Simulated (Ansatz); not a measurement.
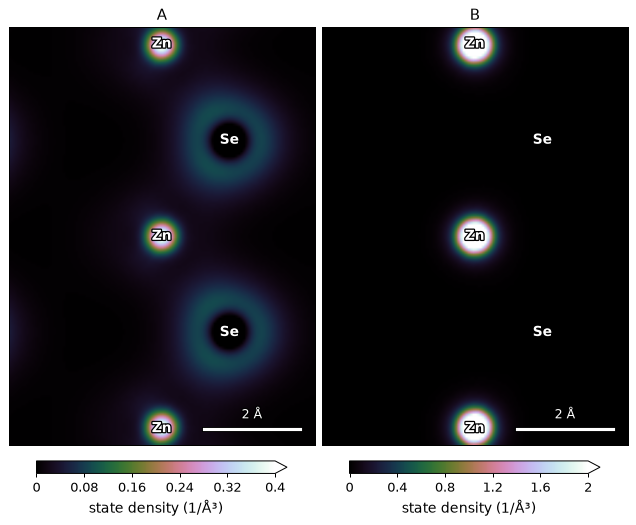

ZnSe: densities of the states in two energy windows, on the (110) plane of the conventional cell.

Space group F-43m.

Theory: DFT PBEsol, scalar-relativistic, plane waves, PAW (Ansatz).

In a PAW calculation such maps are meaningful between the atoms, not at the nuclei.

**Match the panels to the energy ranges (zero at the valence-band maximum): −6.6 to −5.9 eV and −5.3 to 0.0 eV.**

Panel A: −5.3 to 0.0 eV, the whole upper valence band, mainly Se 4p (80 %) and Zn 4s (10 %).
Panel B: −6.6 to −5.9 eV, a separate group of bands, mainly Zn 3d (95 %).
The characters are Löwdin shares on a minimal set of atomic orbitals.
